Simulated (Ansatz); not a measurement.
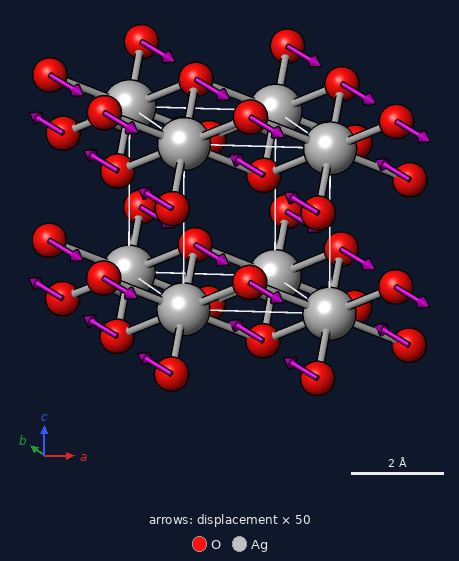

This is a relaxation of a crystal of AgO₂ (a generated structure, set up in C2/m). The starting structure is drawn; purple arrows show the displacements (the part carried along by the change of the cell is left out), 50 times their true length.

Style: ball-and-stick. Shown: the cell of the calculation, reduced to other axes, slightly off an axis. Lengths and directions refer to the drawn axes.

Case: Au → Ag, Te → O on all its sites, cell and atoms relaxed.

Computed with Ansatz, DFT r2SCAN, scalar-relativistic, plane waves, PAW.

Input file:
```yaml
crystal:
  lattice:
    - [2.7829329112, -1.6352797342, 0.0185551593]
    - [2.7829329112, 1.6352797342, 0.0185551593]
    - [0.0238849815, 0.0, 3.7824919169]
  atoms:
    - { symbol: O, position: [0.6700873894, 0.6700873894, 0.7531088572] }
    - { symbol: O, position: [0.3299126106, 0.3299126106, 0.2468911428] }
    - { symbol: Ag, position: [0.0, 0.0, 0.0] }
basis:
  ecutwfc: 500
kpoints:
  mp_grid: { grid: [14, 14, 12] }
hamiltonian:
  xc: r2scan
scf:
  occupations: { method: gaussian, width: 0.1 }
output:
  forces: true
  stress: true
  eigenvalues: true
relax:
  adjacent_minimum: "off"
  f_tol: 0.01
  max_steps: 60
  cell: { stress_tol: 0.1 }
```

Command:
```bash
ansatz run input.yaml --threads 1 --pin off --max-ram 2560MiB --backend cpu --events-out ev --progress --plain --runs-dir out
```

What did the optimiser do to the structure, and how much energy did it gain?

The largest moves relative to the cell, 0.020 Å, are those of O1 and O2. O2 goes along [2 −2 −1]. Ag stays in place. Cell: a = b 3.228 → 3.249 Å (+0.7 %), c 3.783 → 3.760 Å (−0.6 %), α 90.6° → 90.0°, β 89.4° → 90.0°, γ 119.1° → 120.0°. Volume −0.1 %. Near-neighbour distances that change, for instance: O1–Ag3 2.071 → 2.090 Å, O1–Ag3 (another image) 2.102 → 2.091 Å. The space group (tolerance 0.01 Å) goes from C2/m (No. 12) to P-3m1 (No. 164). The energy falls by 0.7 meV per atom in 4 accepted moves (5 points after the start). The largest force component goes from 0.052 to 0.00037 eV/Å. Pressure: −0.11 GPa at the start and 0.00 GPa at the end. The SCF was repeated once at an unchanged geometry on a basis and grid sized afresh for the cell, which shifted the energy by less than 0.05 meV per atom at most.

Limits of the set-up: an odd number of electrons was run without spin polarisation, which fails if the electron would localise.
